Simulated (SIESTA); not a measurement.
# KTaO₃: 7 runs along one coordinate

System: KTaO₃ (5 atoms in the cell).
Method: Kohn-Sham DFT of a periodic cell, PBE, PseudoDojo 0.4 standard, converted to PSML, no spin polarisation (SIESTA 5.4.2).

The 7 runs differ only in the geometry, by an even scaling of the cell at fixed fractional positions. The structure derives from an entry of the Crystallography Open Database.

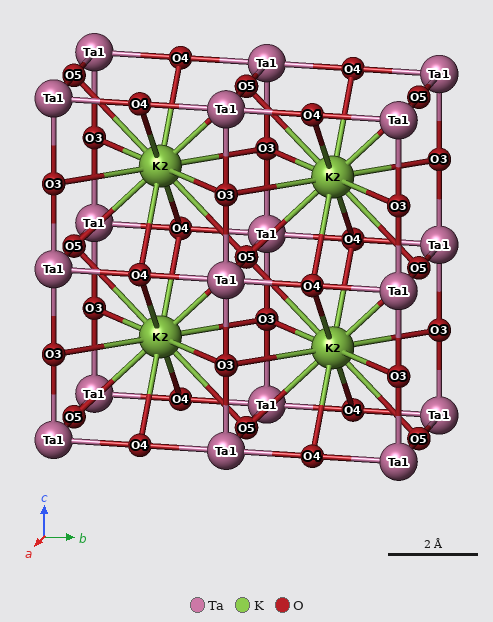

Figure 1. The structure of run 4 (ball-and-stick view of the cell of the calculation, repeated 1 × 2 × 2, seen slightly off an axis; atoms are numbered from 1 in the order of the input). An atom can appear more than once, as a periodic image.

### Input of run 4
```
SystemName                      KTaO3
SystemLabel                     KTaO3
NumberOfSpecies                 3
NumberOfAtoms                   5
%block ChemicalSpeciesLabel
  1  73 Ta
  2  19 K
  3   8 O
%endblock ChemicalSpeciesLabel

LatticeConstant                 1.0 Ang
%block LatticeVectors
     3.9883000000     0.0000000000     0.0000000000
     0.0000000000     3.9883000000     0.0000000000
     0.0000000000     0.0000000000     3.9883000000
%endblock LatticeVectors
AtomicCoordinatesFormat         Fractional
%block AtomicCoordinatesAndAtomicSpecies
     0.0000000000     0.0000000000     0.0000000000  1  Ta
     0.5000000000     0.5000000000     0.5000000000  2  K
     0.0000000000     0.0000000000     0.5000000000  3  O
     0.0000000000     0.5000000000     0.0000000000  3  O
     0.5000000000     0.0000000000     0.0000000000  3  O
%endblock AtomicCoordinatesAndAtomicSpecies

%block kgrid.MonkhorstPack
    7   0   0  0.0
    0   7   0  0.0
    0   0   7  0.0
%endblock kgrid.MonkhorstPack
XC.Functional                   GGA
XC.Authors                      PBE
PAO.BasisSize                   DZP
PAO.EnergyShift                 0.003 Ry
Mesh.Cutoff                     800 Ry
OccupationFunction              FD
ElectronicTemperature           0.05 eV
MaxSCFIterations                120
SCF.MustConverge                false
SCF.Mixer.Method                Pulay
SCF.Mixer.Weight                0.25
SCF.Mixer.History               8
SCF.DM.Tolerance                5.0e-05
SCF.H.Tolerance                 1.0e-03 eV
WriteForces                     true
Charge.Mulliken                 end
Charge.Hirshfeld                end
Charge.Voronoi                  end
SaveRho                         true
SaveElectrostaticPotential      true
%block PAO.Basis
  Ta 5
  n=5 0 2
    3.138 0.000
  n=6 0 2
    7.733 0.000
  n=5 1 2
    3.782 0.000
  n=6 1 1
    7.733
  n=5 2 2
    7.181 0.000
  K 5
  n=3 0 2
    3.889 0.000
  n=4 0 2
    9.500 0.000
  n=3 1 2
    4.612 0.000
  n=4 1 1
    9.500
  n=3 2 1
    7.000
%endblock PAO.Basis
```

Command:
```bash
siesta < KTaO3.fdf > KTaO3.out 2>&1
```

Run 6 has the same physical settings and fractional positions; its lattice vectors (Å) are:
```
   4.040784    0.000000    0.000000
   0.000000    4.040784    0.000000
   0.000000    0.000000    4.040784
```

### Results, with one run withheld

```csv
run,volume per atom (Å³),"free energy per atom, from the lowest run given (meV)",pressure (GPa),gap on the mesh (eV)
1,11.927,82.60,23.31,2.14
2,12.180,50.21,17.65,2.10
3,12.434,26.42,12.58,2.06
4,12.688,10.16,8.03,2.02
5,12.942,0.80,3.92,1.98
6,13.196,?,?,?
7,13.449,0.00,−3.18,1.90
```

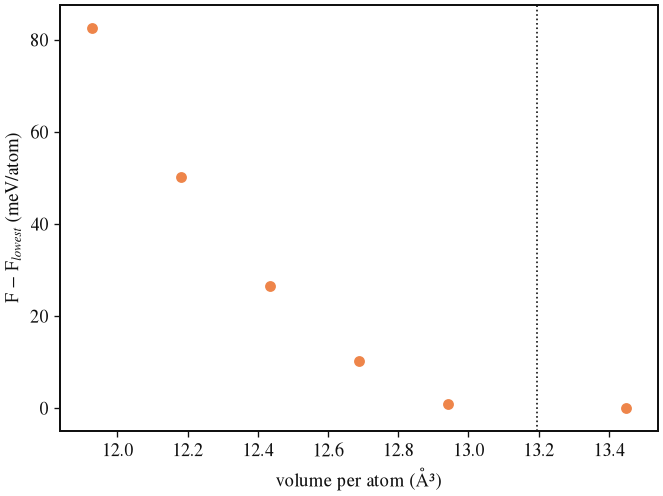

Figure 2. Free energy per atom of the runs given; the dotted line marks run 6.

Fit the runs given and predict run 6.

A cubic polynomial in V^(−2/3) (the Birch–Murnaghan form), fitted to the 6 runs given, misses them by at most 0.05 meV per atom. With x = V^(−2/3) − 0.18481 Å⁻², it reads F = 15.756 + 6214.2 x + 5.3865e+05 x² + 9.5702e+05 x³ (meV per atom). At run 6 it gives −2.35 meV per atom, and the run itself gives −2.42. The slope of the fit gives a pressure −dF/dV of 0.19 GPa there, and the run prints 0.20 GPa. The fit has its minimum at 13.210 Å³ per atom, where V d²F/dV² gives 180 GPa: the bulk modulus at this level, since symmetry fixes the shape and the positions. The gap on the mesh goes, without turning, from 2.14 eV in run 1 to 1.90 eV in run 7; run 6 has 1.94 eV. These are gaps of this functional on this mesh, which can miss the band edges; they aren't the measured gap.

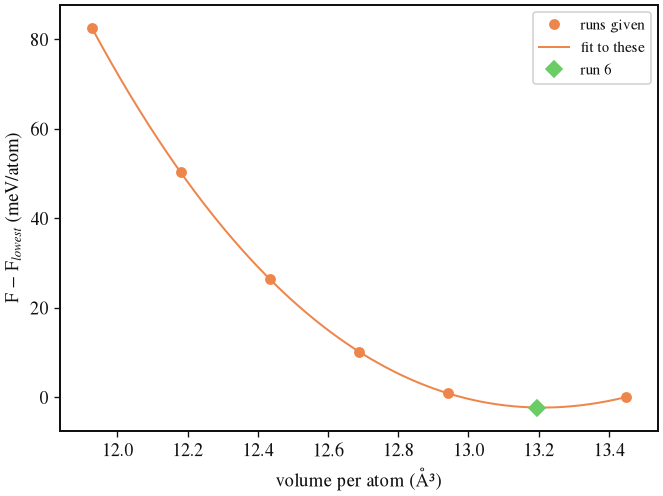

Figure 3. The fit and the withheld run.

### Some lines of the output (run 6)
```
[...]
outcell: Cell volume (Ang**3)        :     65.9776
stepf: Fermi-Dirac step function
siesta: Etot    =     -3929.982025
siesta: FreeEng =     -3929.982025
        iscf     Eharris(eV)        E_KS(eV)     FreeEng(eV)     dDmax    Ef(eV) dHmax(eV)
siesta: E_KS(eV) =            -3944.6304
siesta: E_KS - E_eggbox =     -3944.6304
siesta: Etot    =     -3944.630447
siesta: FreeEng =     -3944.630447
siesta:         Fermi =      -6.414876
siesta: Cell volume =         65.977643 Ang**3
    Orbital volume contribution        =           4.189151 eV
```

Notes: Points of doubt noted for this run: mulliken charges of long orbitals. Spin–orbit coupling is left out, which matters for Ta. With a small basis of atomic orbitals these values can differ much from converged plane-wave results.
